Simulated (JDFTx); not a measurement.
**Energy of Mo along an even scaling of the cell**

System: Mo (Im-3m, 1 atom in the cell).
Method: Kohn-Sham DFT of a periodic cell, LDA, PseudoDojo-SR-LDA-0.4.1-standard, no spin polarisation (JDFTx 1.7.0 (patched build)).

The 7 runs differ only in the geometry, by an even scaling of the cell at fixed fractional positions. The structure derives from a Materials Project entry.

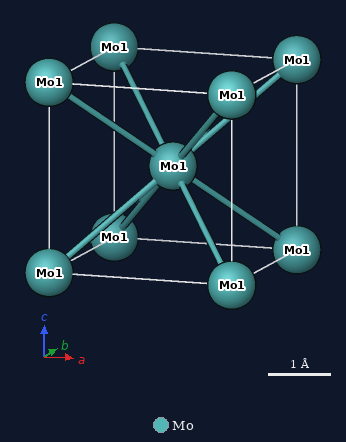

Figure 1. The structure of run 4 (ball-and-stick view of the cell 2 times as large as that of the calculation, set on its symmetry axes, seen slightly off an axis; atoms are numbered from 1 in the order of the input).

### Input file of run 4
```
include Mo.lattice
coords-type Lattice
include Mo.ionpos

ion-species pseudo/Mo.upf
elec-cutoff 40
elec-ex-corr lda-PW
kpoint-folding 12 12 12
elec-smearing Fermi 0.0018374661
elec-n-bands 13
electronic-SCF nIterations 100 energyDiffThreshold 1e-09
electronic-minimize nIterations 30 energyDiffThreshold 1e-7
forces-output-coords Cartesian

dump-name run.$VAR
dump End Ecomponents EigStats BandEigs Kpoints Forces Stress
```

### File Mo.lattice of run 4
```
lattice \
   -2.9929651906     2.9929651906     2.9929651906 \
    2.9929651906    -2.9929651906     2.9929651906 \
    2.9929651906     2.9929651906    -2.9929651906
```

### File Mo.ionpos of run 4
```
ion Mo     0.0000000000     0.0000000000     0.0000000000 1
```

Command:
```bash
jdftx -c 1 -i Mo.in -o Mo.out
```

Lattice vectors (Å) and fractional positions of run 4:
```
  -1.583809    1.583809    1.583809
   1.583809   -1.583809    1.583809
   1.583809    1.583809   -1.583809
Mo  0.000000  0.000000  0.000000
```

Run 2 differs from it as follows:
```diff
-   -2.9929651906     2.9929651906     2.9929651906 \
-    2.9929651906    -2.9929651906     2.9929651906 \
-    2.9929651906     2.9929651906    -2.9929651906
+   -2.9525147565     2.9525147565     2.9525147565 \
+    2.9525147565    -2.9525147565     2.9525147565 \
+    2.9525147565     2.9525147565    -2.9525147565
```

### Results, with one run withheld

```csv
run,volume per atom (Å³),"free energy per atom, from the lowest run given (meV)",pressure (GPa)
1,14.938,0.00,2.93
2,15.256,?,?
3,15.574,12.39,−8.83
4,15.892,34.84,−13.80
5,16.209,66.62,−18.24
6,16.527,106.73,−22.20
7,16.845,154.28,−25.74
```

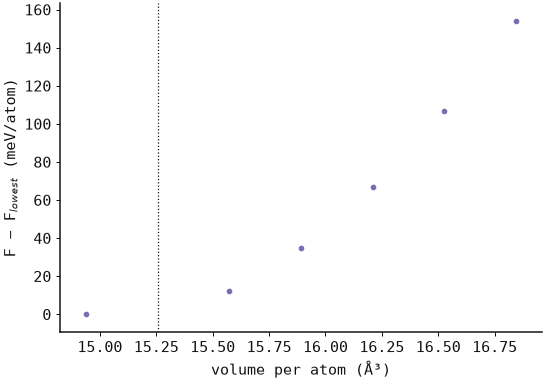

Figure 2. Free energy per atom of the runs given; the dotted line marks run 2.

Fit the runs given and predict run 2.

A cubic polynomial in V^(−2/3) (the Birch–Murnaghan form), fitted to the 6 runs given, misses them by at most 0.04 meV per atom. With x = V^(−2/3) − 0.15764 Å⁻², it reads F = 42.534 − 14250 x + 1.1458e+06 x² + 1.6026e+06 x³ (meV per atom). At run 2 it gives 0.32 meV per atom, and the run itself gives 0.37. The slope of the fit gives a pressure −dF/dV of −3.23 GPa there, and the run prints −3.28 GPa. The fit has its minimum at 15.087 Å³ per atom, where V d²F/dV² gives 298 GPa: the bulk modulus at this level, since symmetry fixes the shape and the positions.

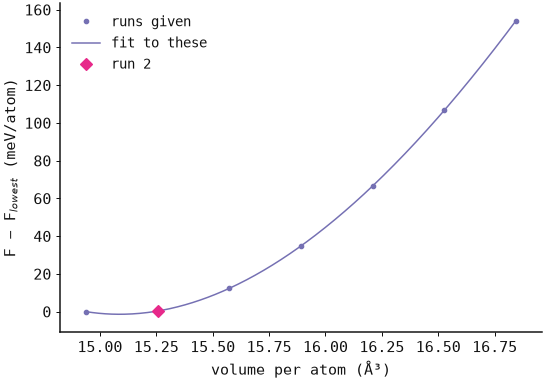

Figure 3. The fit and the withheld run.

### Some lines of the output (run 2)
```
[...]
unit cell volume = 102.952
     Etot =      -68.6355136288851213
        F =      -68.6355935302269700
	HOMO-LUMO gap: +0.004499
	Optical gap  : +0.020777 at state 59 ( [ +0.250000 +0.333333 -0.333333 ] spin 0 )
```
